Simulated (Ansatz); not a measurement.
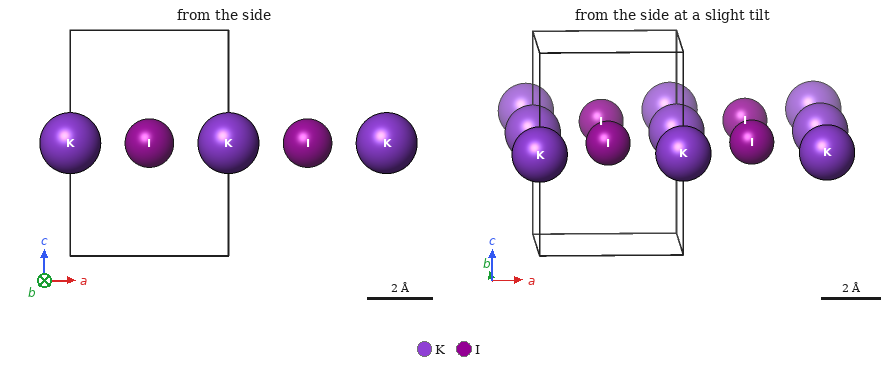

A spheres-only picture of a periodic sheet, seen from the side and from the side at a slight tilt. The surface normal points up in side views; the box is the simulation cell. 2×2 cells are drawn in the plane, with atoms at the edges repeated.

The cell holds 1 K, 1 I.

Which species face the vacuum on either side?

Answer. The top face ends in I and K, the bottom face in I and K. The two faces are alike.

How thick is it?

Answer. About 0.0 Å from the lowest to the highest atom, with about 7 Å of vacuum to the next image.

The structure comes from a random cell made by a generator, so it need not be a real form of the compound. The final geometry of a relaxation with DFT PBE, scalar-relativistic, plane waves, PAW in Ansatz 0.2.0 is shown.
